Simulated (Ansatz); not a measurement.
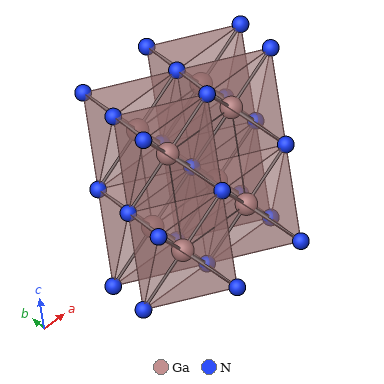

System: GaN, space group Fm-3m (No. 225) (cell built by us, not taken from a database). The picture shows the cell.

Starting cell:
```
CELL_PARAMETERS angstrom
0.00000 2.10390 2.10390
2.10390 0.00000 2.10390
2.10390 2.10390 0.00000
ATOMIC_POSITIONS crystal
Ga 0.00000 0.00000 0.00000
N 0.50000 0.50000 0.50000
```

How it was computed, with Ansatz 0.2.0: elastic stress-strain coefficients at zero temperature from small strains of the given cell, Voigt order xx yy zz yz xz xy, Cartesian axes of the cell vectors; plane waves with PAW datasets, Γ-centred k mesh. Level: PBE0, no spin polarisation.

- wave cutoff: 420 eV
- k mesh: 8×8×8
- occupations: fixed
- ions: relaxed
- strain amplitude: 0.002

Describe the result: the Young's modulus as a surface whose radius and colour give its value in each direction.

Over all directions E runs from 257 to 540 GPa, a ratio of 2.1. E is 257 GPa along x, y and z alike, and 540 GPa along the body diagonal x + y + z. The Hill averages are K = 252 GPa and G = 165 GPa, Poisson's ratio 0.23; K/G = 1.52.

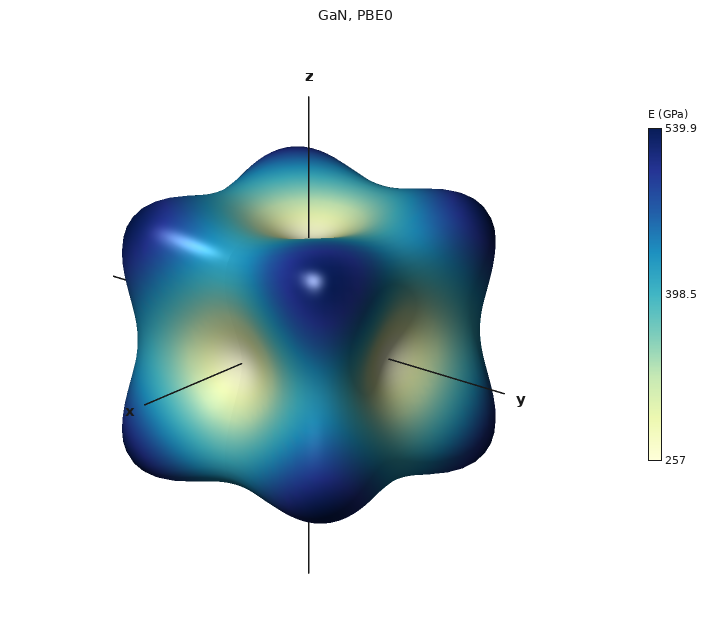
